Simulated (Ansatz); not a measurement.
**Geometry relaxation of WS₃**

WS₃ (4 atoms in the cell), computed with DFT PBEsol, scalar-relativistic, plane waves, PAW, no spin polarisation (Ansatz 0.2.0).

It belongs to a series of runs on one base structure; here: cell and atoms relaxed tightly for response.

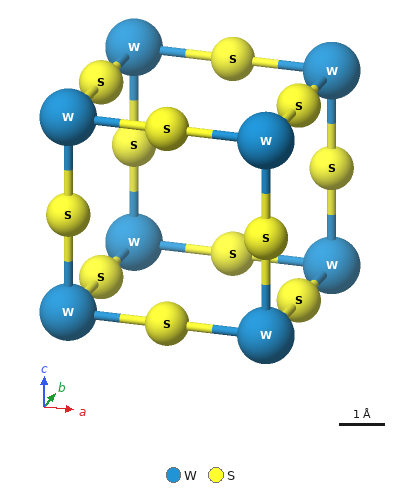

**Figure 1.** The structure as given in the input (ball-and-stick view of the cell of the calculation, seen at an oblique angle). An atom can appear more than once, as a periodic image. Near neighbours in the periodic cell (some may lie outside the picture): W has 6 S at 2.32 Å; S has 2 W at 2.32 Å.

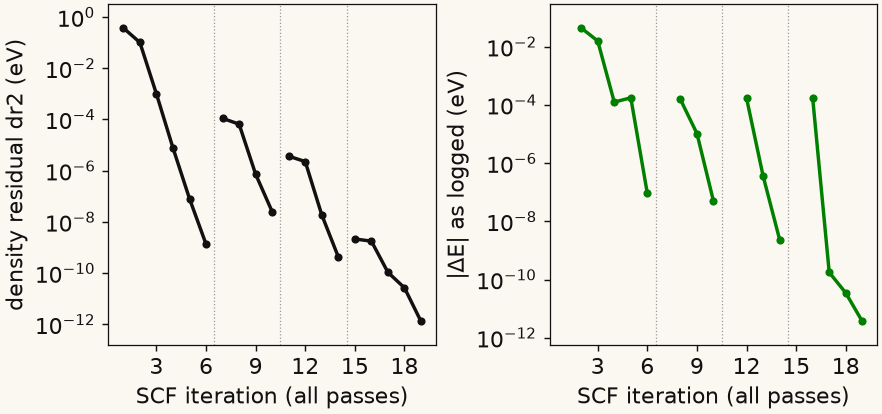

**Figure 2.** Convergence of the self-consistent field: density residual dr2 and size of the energy change against the SCF iteration. The dotted lines part the SCF passes of the relaxation: geometry steps, rejected trials and re-solves on a re-selected basis. The passes take 6, 4, 4 and 5 iterations.

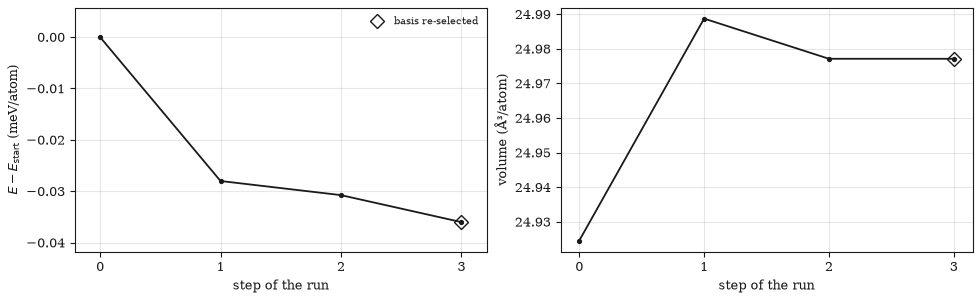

**Figure 3.** Progress of the relaxation, step by step (the first geometry is step 0 here and step 1 in the log). The atoms keep their places relative to the cell (all moves are under 0.005 Å). Cell: a = b = c 4.637 → 4.640 Å (+0.1 %). Volume +0.2 %. The space group stays Pm-3m (No. 221). After 2 geometry steps the energy has fallen by next to nothing (0.0 meV per atom). All forces vanish by symmetry, so only the cell relaxes. The pressure goes from 0.22 to 0.00 GPa. A last SCF at the same geometry on a re-selected plane-wave basis shifts the energy by next to nothing (0.0 meV per atom).

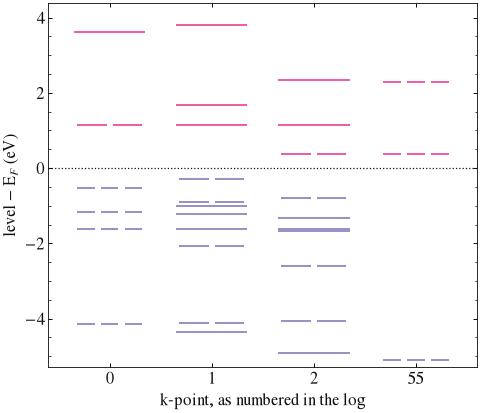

**Figure 4.** Kohn–Sham levels near the Fermi level (dotted) at the few k-points that the log prints; levels within 0.02 eV of each other stand side by side. The system is metallic on the full mesh.

These pictures come from the run below.

**The input**
```yaml
crystal:
  lattice:
    - [4.6369163511, 0.0, 0.0]
    - [0.0, 4.6369163511, 0.0]
    - [0.0, 0.0, 4.6369163511]
  atoms:
    - { symbol: W, position: [0.0, 0.0, 0.0] }
    - { symbol: S, position: [0.0, 0.0, 0.5] }
    - { symbol: S, position: [0.0, 0.5, 0.0] }
    - { symbol: S, position: [0.5, 0.0, 0.0] }
basis:
  ecutwfc: 420
kpoints:
  mp_grid: { grid: [10, 10, 10] }
hamiltonian:
  xc: pbesol
scf:
  occupations: { method: fermi_dirac, width: 0.15 }
output:
  forces: true
  stress: true
  eigenvalues: true
relax:
  adjacent_minimum: "off"
  f_tol: 0.001
  max_steps: 60
  cell: { stress_tol: 0.01 }
```

Launched with:
```bash
ansatz run input.yaml --threads 2 --pin off --max-ram 6144MiB --backend cpu --events-out ev --progress --plain --runs-dir out
```

**What the program printed**
```
band count auto-derived: 21 (N_el = 32.0; filled up to band 16; 20 by the electrons, moments and atoms)
Engine: ansatz 0.2.0, x86_64-unknown-linux-gnu
Pseudopotentials: kind: paw
Pseudopotential: W, paw, valence charge 14, recommended cutoff 420 eV (normal), W.paw.azcp
Pseudopotential: S, paw, valence charge 6, recommended cutoff 420 eV (normal), S.paw.azcp
Functional definition: PBEsol
  exchange = pbesol_x
  correlation = pbesol_c
Crystal: 4 atoms, lattice volume = 99.698 Å³
Basis set: ecut = 420 eV, 1935 PW (Γ), exchange–correlation on 64×64×64 points (8 copies of the dense FFT grid, shifted against one another)
Bands: 21, of which v1, the nominal top of the filled ones, is band 16 counted from 1 (15 counted from 0)
Symmetry: 48 space group operations
Space group: Pm-3m (ITA 221), of the structure as read, at distance tolerance 4.6e-5 Å
k-points: 56 of 1000
Non-local potential: W, projectors of the file, l = 0: 3, l = 1: 2, l = 2: 2, l = 3: 1
Non-local potential: S, projectors of the file, l = 0: 2, l = 1: 2, l = 2: 2
PAW form: soft (Blöchl's): semilocal exchange-correlation on the pseudo side does not see the compensation charge
PAW frozen core: W, regenerated for the run's functional, and the local potential with it (the file was generated under x = pbe(κ = 0.804, μ = 0.2195149727645171), c = pbe(β = 0.06672455060314922))
PAW frozen core: S, regenerated for the run's functional, and the local potential with it (the file was generated under x = pbe(κ = 0.804, μ = 0.2195149727645171), c = pbe(β = 0.06672455060314922))
PAW one-centre angular grid: W, 590 points (default); XC on 64 Gauss nodes
PAW one-centre angular grid: S, 110 points (default); XC on 64 Gauss nodes
Initial density: superposition of atomic densities (neutral atoms: chi_scale 0, normalization atom), corrected by the library's trained network
Initial wavefunctions: pseudopotential atomic-orbital guess
Functional: x = pbesol(κ = 0.804, μ = 0.12345679012345678), c = pbesol(β = 0.046)
SCF iter   1: F=—  HF=-12911.509112 eV  |F-HF|=—  |Δ(HF+E_count)|=         —  Δρ=1.32e-2  dr2=3.77e-1  ethr=1.77e-3  ⟨swp⟩=5.7  Hψ=13680  notcnv=0  defer=55
automatic band count: the SCF goes on with 26 bands, as 21 were too few: the levels above may hold too much charge
preconditioner: auto → LDOS  [metal: Δε(μ)=0.178 eV  Ē_g=10.799 eV  σ=0.150 eV  W_gap=0.28  n_scr=18 (ndim 8)  ℏωp=18.2 eV  f_vac=0.151  D(μ)=2.44/eV (n_scr^D=18)  β→1.0]
SCF iter   2: F=—  HF=-12911.464878 eV  |F-HF|=—  |Δ(HF+E_count)|=   4.42e-2  Δρ=6.81e-3  dr2=1.02e-1  ethr=1.18e-3  ⟨swp⟩=2.3  Hψ=2630  notcnv=0  defer=79
SCF iter   3: F=—  HF=-12911.449052 eV  |F-HF|=—  |Δ(HF+E_count)|=   1.58e-2  Δρ=7.59e-4  dr2=9.99e-4  ethr=3.17e-4  ⟨swp⟩=2.0  Hψ=1748  notcnv=0  defer=79
SCF iter   4: F=—  HF=-12911.448927 eV  |F-HF|=—  |Δ(HF+E_count)|=   1.25e-4  Δρ=9.73e-5  dr2=7.76e-6  ethr=3.12e-6  ⟨swp⟩=2.5  Hψ=2054  notcnv=0  defer=79
SCF iter   5: F=—  HF=-12911.449102 eV  |F-HF|=—  |Δ(HF+E_count)|=   1.76e-4  Δρ=8.91e-6  dr2=8.08e-8  ethr=3.13e-10  ⟨swp⟩=10.0  Hψ=9077  notcnv=0
SCF iter   6: F=-12911.449102 eV  HF=-12911.449102 eV  |F-HF|=2.35e-9  |Δ(HF+E_count)|=   9.10e-8  Δρ=1.65e-6  dr2=1.35e-9  ethr=2.53e-10  ⟨swp⟩=3.0  Hψ=5012  notcnv=0
SCF 1 converged in 6 iterations: F = -12911.449102 eV  dr2 = 1.35e-9
  greatest PAW one-centre occupation: 1.000 electrons in one spin orbital (limit 2), on the W atom at site 0 (counted from 0), in its partial waves of l = 0
relax step   1: F+E_penalty+E_count = -12911.44910230 eV  Δ(F+E_penalty+E_count) = +0.000e0 eV  max|allowed force component| = 2.679e-30 eV/Å  Δτ_max = 0.0000 Å  P = +0.216 GPa  Ω = 99.698 Å³  (6 SCF iters, dr2 threshold 1.00e-7 eV, accepted)
Crystal: 4 atoms, lattice volume = 99.955 Å³
Bands: 26, of which v1, the nominal top of the filled ones, is band 16 counted from 1 (15 counted from 0)
Initial density: handed on by an earlier stage of this run
Initial wavefunctions: those handed on with the density
iter 1 solved again at ethr=3.68e-7 eV; its pass at ethr=3.10e-3 eV (dr2=1.18e-4 eV) is discarded
SCF iter   1: F=—  HF=-12911.449069 eV  |F-HF|=—  |Δ(HF+E_count)|=         —  Δρ=2.11e-4  dr2=1.11e-4  ethr=3.68e-7  ⟨swp⟩=2.6  Hψ=6797  notcnv=0
preconditioner: auto → LDOS  [metal: Δε(μ)=0.167 eV  Ē_g=10.837 eV  σ=0.150 eV  W_gap=0.27  n_scr=18 (ndim 8)  ℏωp=18.2 eV  f_vac=0.146  D(μ)=2.17/eV (n_scr^D=18)  β→1.0]
SCF iter   2: F=—  HF=-12911.449224 eV  |F-HF|=—  |Δ(HF+E_count)|=   1.55e-4  Δρ=1.69e-4  dr2=6.57e-5  ethr=3.47e-7  ⟨swp⟩=2.2  Hψ=2113  notcnv=0
SCF iter   3: F=—  HF=-12911.449214 eV  |F-HF|=—  |Δ(HF+E_count)|=   1.04e-5  Δρ=2.18e-5  dr2=7.28e-7  ethr=2.05e-7  ⟨swp⟩=1.6  Hψ=1655  notcnv=0
SCF iter   4: F=-12911.449214 eV  HF=-12911.449214 eV  |F-HF|=2.19e-9  |Δ(HF+E_count)|=   4.96e-8  Δρ=4.43e-6  dr2=2.50e-8  ethr=3.65e-10  ⟨swp⟩=6.3  Hψ=6441  notcnv=0
SCF 2 converged in 4 iterations: F = -12911.449214 eV  dr2 = 2.50e-8
relax step   2: F+E_penalty+E_count = -12911.44921366 eV  Δ(F+E_penalty+E_count) = -1.114e-4 eV  max|allowed force component| = 1.265e-30 eV/Å  Δτ_max = 0.0000 Å  P = -0.048 GPa  Ω = 99.955 Å³  energy of the carried Pulay correction = -2.314e-5 eV  (4 SCF iters, dr2 threshold 1.17e-7 eV, accepted)
Crystal: 4 atoms, lattice volume = 99.908 Å³
iter 1 solved again at ethr=1.21e-8 eV; its pass at ethr=3.10e-3 eV (dr2=3.87e-6 eV) is discarded
SCF iter   1: F=—  HF=-12911.449054 eV  |F-HF|=—  |Δ(HF+E_count)|=         —  Δρ=3.91e-5  dr2=3.69e-6  ethr=1.21e-8  ⟨swp⟩=2.4  Hψ=6756  notcnv=0
preconditioner: auto → LDOS  [metal: Δε(μ)=0.167 eV  Ē_g=10.840 eV  σ=0.150 eV  W_gap=0.27  n_scr=18 (ndim 8)  ℏωp=18.2 eV  f_vac=0.146  D(μ)=2.17/eV (n_scr^D=18)  β→1.0]
SCF iter   2: F=—  HF=-12911.449225 eV  |F-HF|=—  |Δ(HF+E_count)|=   1.71e-4  Δρ=3.11e-5  dr2=2.27e-6  ethr=1.15e-8  ⟨swp⟩=2.6  Hψ=2403  notcnv=0
SCF iter   3: F=—  HF=-12911.449225 eV  |F-HF|=—  |Δ(HF+E_count)|=   3.64e-7  Δρ=3.35e-6  dr2=1.87e-8  ethr=7.08e-9  ⟨swp⟩=1.5  Hψ=1596  notcnv=0
SCF iter   4: F=-12911.449225 eV  HF=-12911.449225 eV  |F-HF|=1.09e-11  |Δ(HF+E_count)|=   2.37e-9  Δρ=6.08e-7  dr2=4.29e-10  ethr=1.77e-11  ⟨swp⟩=4.8  Hψ=4418  notcnv=0
SCF 3 converged in 4 iterations: F = -12911.449225 eV  dr2 = 4.29e-10
relax step   3: F+E_penalty+E_count = -12911.44922477 eV  Δ(F+E_penalty+E_count) = -1.111e-5 eV  max|allowed force component| = 1.393e-30 eV/Å  Δτ_max = 0.0000 Å  P = -0.000 GPa  Ω = 99.908 Å³  energy of the carried Pulay correction = -1.895e-5 eV  (4 SCF iters, dr2 threshold 5.67e-9 eV, accepted)
Initial wavefunctions: pseudopotential atomic-orbital guess (no wavefunctions were taken with the density)
iter 1 solved again at ethr=4.86e-7 eV; its pass at ethr=3.10e-3 eV (dr2=1.56e-4 eV) is discarded
SCF iter   1: F=—  HF=-12911.449075 eV  |F-HF|=—  |Δ(HF+E_count)|=         —  Δρ=3.13e-6  dr2=2.15e-9  ethr=4.86e-7  ⟨swp⟩=3.0  Hψ=11185  notcnv=0
eigensolver tolerance schedule: the retry pair's looser diagonalisation over-reported the residual by 72420.79 of it (diagonalisation noise at an unbounded share of the residual, at the tolerance the schedule requests for it); recorded, not acted on — ethr = c·dr2/N_el stays at c = 1.0e-1
SCF iter   2: F=—  HF=-12911.449246 eV  |F-HF|=—  |Δ(HF+E_count)|=   1.71e-4  Δρ=1.66e-6  dr2=1.77e-9  ethr=6.71e-12  ⟨swp⟩=4.3  Hψ=3895  notcnv=0
SCF iter   3: F=—  HF=-12911.449246 eV  |F-HF|=—  |Δ(HF+E_count)|=  1.76e-10  Δρ=6.30e-7  dr2=1.07e-10  ethr=5.54e-12  ⟨swp⟩=1.0  Hψ=1456  notcnv=0
SCF iter   4: F=—  HF=-12911.449246 eV  |F-HF|=—  |Δ(HF+E_count)|=  3.46e-11  Δρ=1.48e-7  dr2=2.66e-11  ethr=1.00e-12  ⟨swp⟩=2.5  Hψ=2367  notcnv=0
SCF iter   5: F=-12911.449246 eV  HF=-12911.449246 eV  |F-HF|=1.82e-12  |Δ(HF+E_count)|=  3.64e-12  Δρ=2.79e-8  dr2=1.30e-12  ethr=1.00e-12  ⟨swp⟩=6.0  Hψ=6655  notcnv=0
SCF 4 converged in 5 iterations: F = -12911.449246 eV  dr2 = 1.30e-12
relax step   4: F+E_penalty+E_count = -12911.44924597 eV  Δ(F+E_penalty+E_count) = -2.120e-5 eV  max|allowed force component| = 1.134e-30 eV/Å  Δτ_max = 0.0000 Å  P = -0.000 GPa  Ω = 99.908 Å³  stress off target by 1.20e-4 GPa  SCF on the basis re-selected at this cell (its energy is not comparable with the rows above)  (5 SCF iters)
basis re-selected at this cell: Δ(F+E_penalty+E_count) = -2.120e-5 eV, ΔP = +0.000 GPa vs the last step (what re-selecting the basis moved, of the pressure what is left beyond the Pulay correction that the steps carried, after the strain that the cell walked since its last selection, with what the two solves' SCF thresholds leave and, on support functions, any second-order correction that the steps lacked; it is no measure of the basis error at this ecutwfc). This SCF's stress stands 1.20e-4 GPa from its target on what of the cell is left free (relax.cell.stress_tol is 1.00e-2 GPa) and its largest allowed force component is 1.13e-30 eV/Å (relax.f_tol is 1.00e-3 eV/Å): within both
SCF converged after 5 iterations
Free energy (F): -12911.449246 eV
Harris-Foulkes:  -12911.449246 eV  (|F-HF|=1.82e-12)
Internal energy: -12911.281320 eV  (E = F + TS)
E sigma→0 (E₀):  -12911.365283 eV
Entropy (-TS):   -0.167926 eV (-41.982 meV/atom)
Fermi energy:    5.565260 eV
--- Per-component energies (eV) ---
  E_band       = -342.934141
  E_kinetic    = 769.003712
  E_local      = -2280.840817  (includes V_loc(G=0)·N_el)
  E_nonlocal   = 88.134990
  E_hartree    = 859.888857
  E_xc         = -551.026601
  E_vxc        = -497.251769  (∫ρ·V_xc dr)
  E_paw        = -10188.255969  (= ΣΔE_a)
  E_vpaw       = -141.757956  (= ΣTr[D̂ρ^β])
  E_aug_tail   = -0.000054  (compensation charges beyond the density's cutoff)
  E_ewald      = -1608.593079
  E_core_change = 0.407640  (= ΣΔE_core)
  E_smearing   = -0.167926  (= −TS)
  E_closure    = 0.000000  (closes the sum)
  Σ components = -12911.449246   (vs F -12911.449246, Δ=0.00e0)
--- Forces (eV/Å), atoms counted from 1 ---
  atom   1  W      0.00000000     0.00000000    -0.00000000
  atom   2  S      0.00000000    -0.00000000    -0.00000000
  atom   3  S     -0.00000000    -0.00000000     0.00000000
  atom   4  S     -0.00000000    -0.00000000     0.00000000
  max |Σ_I F_I| component: 7.23e-31 eV/Å
--- Stress (GPa, compression-positive) ---
       -0.000120      -0.000000      -0.000000
       -0.000000      -0.000120       0.000000
       -0.000000       0.000000      -0.000120
  P = ⅓ Tr σ = -0.0001 GPa (-0.001 kbar)
--- Band table (eV; the first three rows and the last of 56) ---
  k-point 0: bands = ["-69.4630", "-33.7192", "-33.7192", "-33.7192", "-8.5809", "-6.9458", "-6.9458", "1.4330", "1.4330", "1.4330", "3.9366", "3.9366", "3.9366", "4.4010", "4.4010", "4.4010", "5.0338", "5.0338", "5.0338", "6.7064", "6.7064", "9.1693", "11.6047", "12.8595", "12.8595", "16.1758"]
  k-point 1: bands = ["-69.4630", "-33.7200", "-33.7192", "-33.7192", "-8.5366", "-6.9432", "-6.9293", "1.2163", "1.4478", "1.4478", "3.5052", "3.5052", "3.9403", "4.3543", "4.5534", "4.6771", "4.6771", "5.2758", "5.2758", "6.7104", "7.2478", "9.3750", "11.8264", "12.9163", "13.0410", "16.0108"]
  k-point 2: bands = ["-69.4629", "-33.7219", "-33.7192", "-33.7192", "-8.4185", "-6.9364", "-6.8806", "0.6533", "1.4936", "1.4936", "2.9681", "2.9681", "3.9050", "3.9501", "4.2368", "4.7779", "4.7779", "5.9502", "5.9502", "6.7200", "7.8946", "10.0718", "12.4153", "13.1537", "13.5562", "15.6614"]
  k-point 55: bands = ["-69.4627", "-33.7266", "-33.7266", "-33.7266", "-6.5725", "-6.5725", "-6.5725", "-1.9171", "-0.3040", "-0.3040", "0.4671", "0.4671", "0.4671", "5.9406", "5.9406", "5.9406", "7.8408", "7.8408", "7.8408", "10.1188", "12.5150", "12.5150", "12.5150", "14.4306", "14.4306", "14.9191"]
--- Relaxed structure (3 steps of the walk, 3 accepted, 1 SCFs on fresh bases) ---
  F+E_penalty+E_count = -12911.44924597 eV   max|allowed force component| = 1.134e-30 eV/Å   (the final SCF, on the basis selected at the relaxed cell)
  cell:  # Å, volume = 99.9085 Å³
    - [4.640172637906837, 1.2839532962581572e-34, -1.6049416203226965e-35]
    - [3.209883240645393e-35, 4.640172637906837, 0.0]
    - [-1.6049416203226965e-35, 0.0, 4.640172637906837]
  atoms:
    - { symbol: W, position: [2.6512688215917845e-38, -1.0562824135066202e-40, -1.0562823993407688e-39] }
    - { symbol: S, position: [-1.7956800788593934e-39, -7.710861513731676e-39, 0.5] }
    - { symbol: S, position: [-8.555887433322765e-39, 0.5, 6.33769439447063e-40] }
    - { symbol: S, position: [0.5, -9.506541603525079e-40, -2.112564795531368e-40] }
```

**Trajectory as extended XYZ (Å, eV, eV/Å), 4 frames, from step=1 to step=4**
```
4
Lattice="4.6369 0.0000 0.0000 0.0000 4.6369 0.0000 0.0000 0.0000 4.6369" Properties=species:S:1:pos:R:3:forces:R:3 step=1 energy=-12911.44910 pressure_GPa=0.22
W     0.0000    0.0000    0.0000    0.0000   0.0000   0.0000
S     0.0000    0.0000    2.3185    0.0000   0.0000   0.0000
S     0.0000    2.3185    0.0000    0.0000   0.0000   0.0000
S     2.3185    0.0000    0.0000    0.0000   0.0000   0.0000
4
Lattice="4.6409 0.0000 0.0000 0.0000 4.6409 0.0000 0.0000 0.0000 4.6409" Properties=species:S:1:pos:R:3:forces:R:3 step=2 energy=-12911.44921 pressure_GPa=-0.05
W     0.0000    0.0000    0.0000    0.0000   0.0000   0.0000
S     0.0000    0.0000    2.3204    0.0000   0.0000   0.0000
S     0.0000    2.3204    0.0000    0.0000   0.0000   0.0000
S     2.3204    0.0000    0.0000    0.0000   0.0000   0.0000
4
Lattice="4.6402 0.0000 0.0000 0.0000 4.6402 0.0000 0.0000 0.0000 4.6402" Properties=species:S:1:pos:R:3:forces:R:3 step=3 energy=-12911.44923 pressure_GPa=-0.00
W     0.0000    0.0000    0.0000    0.0000   0.0000   0.0000
S     0.0000    0.0000    2.3201    0.0000   0.0000   0.0000
S     0.0000    2.3201    0.0000    0.0000   0.0000   0.0000
S     2.3201    0.0000    0.0000    0.0000   0.0000   0.0000
4
Lattice="4.6402 0.0000 0.0000 0.0000 4.6402 0.0000 0.0000 0.0000 4.6402" Properties=species:S:1:pos:R:3:forces:R:3 step=4 energy=-12911.44925 pressure_GPa=-0.00
W     0.0000    0.0000    0.0000    0.0000   0.0000   0.0000
S     0.0000    0.0000    2.3201    0.0000   0.0000   0.0000
S     0.0000    2.3201    0.0000    0.0000   0.0000   0.0000
S     2.3201    0.0000    0.0000    0.0000   0.0000   0.0000
```

**Key numbers**

```json
{"quantity": "outcome", "value": "converged"}
{"quantity": "space group (tolerance 0.01 Å)", "value": "Pm-3m (221)"}
{"quantity": "electrons treated", "value": "32"}
{"quantity": "free energy", "value": "−12911.4492 eV"}
{"quantity": "Fermi energy", "value": "5.565 eV"}
{"quantity": "gap on the k-point mesh", "value": "none (metallic)"}
{"quantity": "pressure", "value": "0.00 GPa"}
{"quantity": "final volume", "value": "99.91 Å³"}
{"quantity": "largest force (length of the vector) at the end", "value": "under 0.001 eV/Å"}
{"quantity": "final cell", "value": "a = 4.640 Å, b = 4.640 Å, c = 4.640 Å, α = 90.00°, β = 90.00°, γ = 90.00°"}
{"quantity": "hardware", "value": "2 threads of Intel Xeon @ 2.50GHz (Skylake/Cascade Lake), 189 GiB of memory available, shared host"}
{"quantity": "wall time", "value": "40 s (CPU time 73 s)"}
{"quantity": "peak memory", "value": "0.47 GiB"}
```

Results for this metal are sensitive to the k-point mesh. Spin–orbit coupling is left out, which matters for W.
